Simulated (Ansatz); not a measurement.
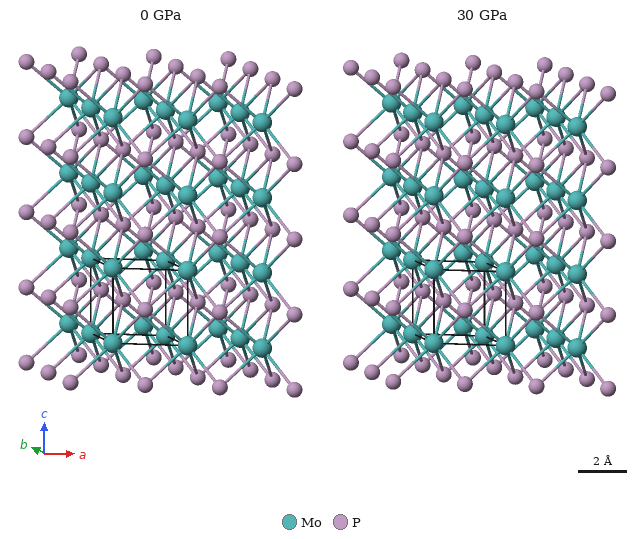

Crystalline MoP (set up in P-6m2), relaxed (cell and atoms) at several target pressures. The picture shows the first and the last member. The picture is a ball-and-stick view of the cell of the calculation, repeated 2 × 2 × 3 with one cell outlined, seen slightly off an axis.

Computed with Ansatz 0.2.0: PBEsol, Ansatz PAW. (plane-wave cutoff 420 eV; k-point mesh 10 × 10 × 8; occupations fermi-dirac; smearing width 0.05 eV; no spin polarisation; cell and atoms relaxed; force threshold 0.01 eV/Å)

```json
{"pressure (GPa)": "0", "volume (Å³/atom)": "14.123", "a (Å)": "3.207", "c (Å)": "3.172"}
{"pressure (GPa)": "2", "volume (Å³/atom)": "?", "a (Å)": "?", "c (Å)": "?"}
{"pressure (GPa)": "5", "volume (Å³/atom)": "13.837", "a (Å)": "3.180", "c (Å)": "3.159"}
{"pressure (GPa)": "10", "volume (Å³/atom)": "13.579", "a (Å)": "3.156", "c (Å)": "3.148"}
{"pressure (GPa)": "20", "volume (Å³/atom)": "13.128", "a (Å)": "3.113", "c (Å)": "3.128"}
{"pressure (GPa)": "30", "volume (Å³/atom)": "12.743", "a (Å)": "3.076", "c (Å)": "3.110"}
```

### Estimate the missing row from the others, and compare with the calculation.

Murnaghan's form V = V₀(1 + B′P/B₀)^(−1/B′), with V₀ = 14.123 Å³ from the row at zero pressure, fits the other rows with B₀ = 235 GPa and B′ = 4.09 (largest miss 0.001 Å³). At 2 GPa it gives 14.123 × (1 + 4.09 × 2/235)^(−1/4.09) = 14.005 Å³ per atom. The calculation gives 14.005 Å³/atom (a = 3.196 Å, c = 3.167 Å). The estimate is right to the digits shown. From the first member to the last: Mo–Mo 3.207 → 3.076 Å, Mo–P 2.438 → 2.361 Å.

The whole series:

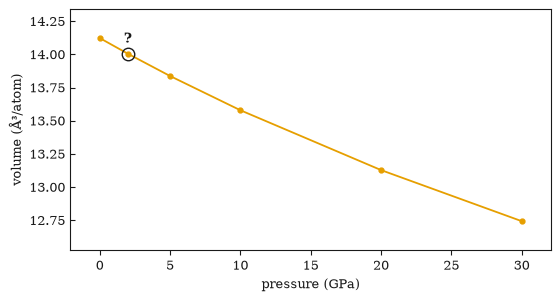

Each member starts from this one structure; whether another phase lies lower wasn't checked.
